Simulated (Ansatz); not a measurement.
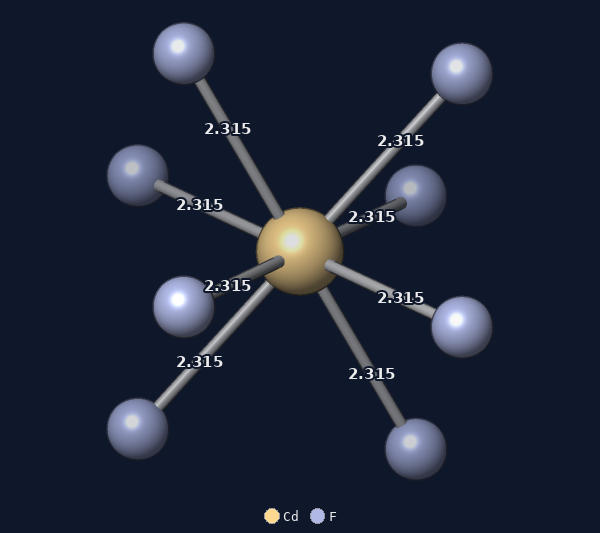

The surroundings of site Cd1 (at 0.000, 0.000, 0.000) in CdF2 in space group Fm-3m, with bond lengths in Å.

Source of the atomic positions: the end point of a relaxation (final pressure about -3.3 GPa) with DFT LDA, scalar-relativistic, plane waves, PAW in Ansatz 0.2.0; the starting structure was generated, so it need not be a known form of this composition.

```xyz
12
Lattice="5.3462 0.0000 0.0000 0.0000 5.3462 0.0000 0.0000 0.0000 5.3462" Properties=species:S:1:pos:R:3 pbc="T T T"
Cd    0.0000    0.0000    0.0000
F     1.3365    4.0096    4.0096
F     1.3365    1.3365    4.0096
Cd    0.0000    2.6731    2.6731
F     1.3365    1.3365    1.3365
F     1.3365    4.0096    1.3365
Cd    2.6731    0.0000    2.6731
F     4.0096    4.0096    1.3365
F     4.0096    1.3365    1.3365
Cd    2.6731    2.6731    0.0000
F     4.0096    1.3365    4.0096
F     4.0096    4.0096    4.0096
```

Bond valence s = exp((R0 − d)/b), R0 fitted to published crystal structures with b = 0.37 Å; R0 in Å: Cd2+–F 1.802.

> Calculate the bond-valence sum of Cd1 from the bonds drawn.

8 × 0.250 = 2.00 v.u., against a formal valence of 2: a close match.

> And over the whole structure?

```csv
site,"x, y, z",formal valence,bond-valence sum,difference
Cd1,"0.000, 0.000, 0.000",+2,2.02,0.02
F1,"0.250, 0.750, 0.750",−1,1.01,0.01
```

These sums include all anions within 5 Å. The global instability index (root mean square of the differences over all atoms) is 0.01 v.u.: little strain. Cells relaxed with LDA tend to have short bonds, which raises the sums.
